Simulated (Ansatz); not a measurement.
A structure file:

```
Ti Al
1.0
     3.77739    0.00000    0.00000
     0.00000    3.77739    0.00000
     0.00000    0.00000    8.58906
Ti Al
2 6
Cartesian
  0.0000 0.0000 0.0000
  1.8887 1.8887 4.2945
  1.8887 1.8887 0.0000
  0.0000 1.8887 2.1473
  1.8887 0.0000 2.1473
  0.0000 0.0000 4.2945
  1.8887 0.0000 6.4418
  0.0000 1.8887 6.4418
```

Characterise the structure given above.

Answer. Chemical formula TiAl$_{3}$. The atoms follow space group I4/mmm (No. 139); the Bravais lattice is body-centred tetragonal. The cell holds 8 atoms (2 Ti, 6 Al), Z = 2. The neighbours of Ti are twelve Al in a distorted cuboctahedral arrangement at 2.67 to 2.86 Å. The Al atoms are each bonded to eight Al and four Ti in a distorted cuboctahedral arrangement (2.67 to 2.86 Å to Al, 2.67 to 2.86 Å to Ti). The bonds build a three-dimensional framework.

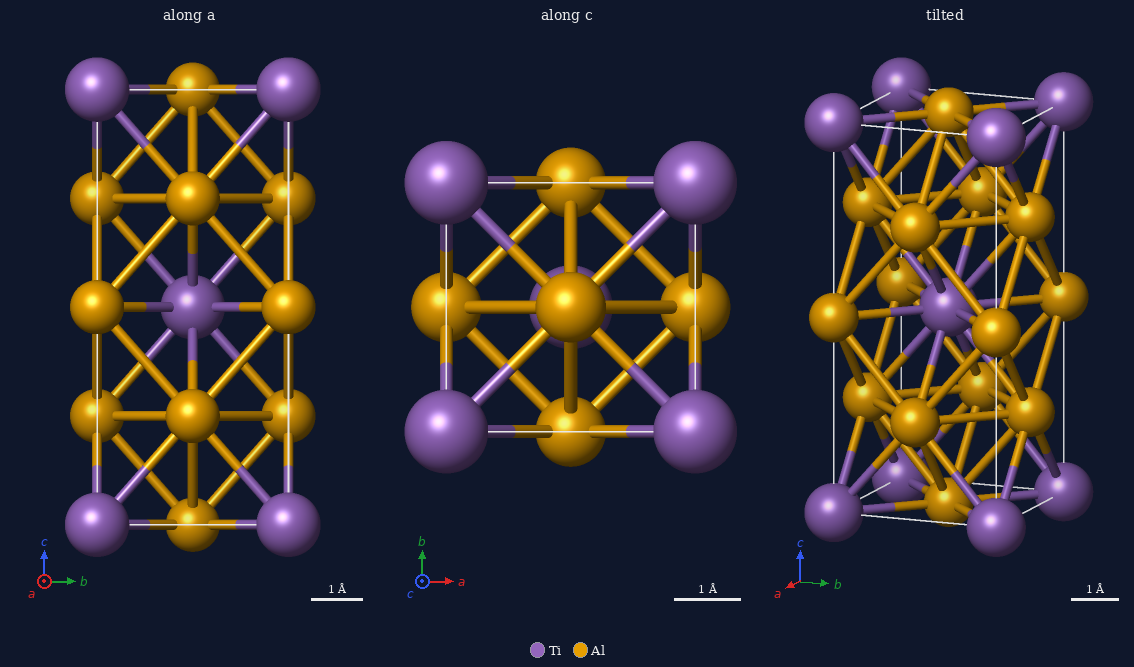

The crystal in a ball-and-stick representation, seen along the a axis, along the c axis and slightly off an axis. The conventional unit cell is drawn as a box.

Provenance: a structure listed in the Materials Project. It was relaxed with Ansatz, DFT PBEsol, scalar-relativistic, plane waves, PAW under a constraint or pressure on the cell, so some stress remains.
